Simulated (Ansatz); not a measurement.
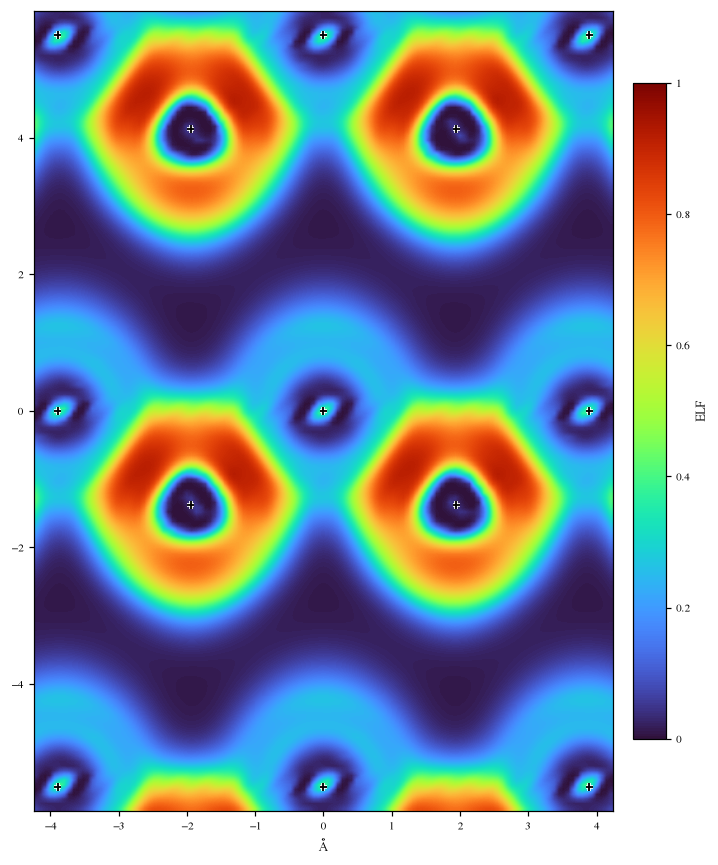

The ELF on a plane through atoms (crosses mark nuclei in the plane).

Computed with Ansatz 0.2.0, DFT PBE, scalar-relativistic, plane waves, PAW.

Candidates:
A. InSb, a = 6.48 Å, b = 6.48 Å, c = 6.48 Å, α = 90.00°, β = 90.00°, γ = 90.00°. Space group F-43m; computed pressure about 3 GPa in this cell.
B. GaP, a = 7.79 Å, b = 7.79 Å, c = 7.79 Å, α = 60.00°, β = 60.00°, γ = 60.00°. Space group F-43m; a structure from a database of computed crystals, not necessarily the ambient phase.

Which candidate gave the map?

Candidate B: GaP on the (11̄0) plane of the calculation cell, which holds Ga and P. Ga–P (2.38 Å): the ELF peaks at about 0.90 in the valence shell of P, 0.9 Å from its nucleus, and is about 0.75 at the midpoint.
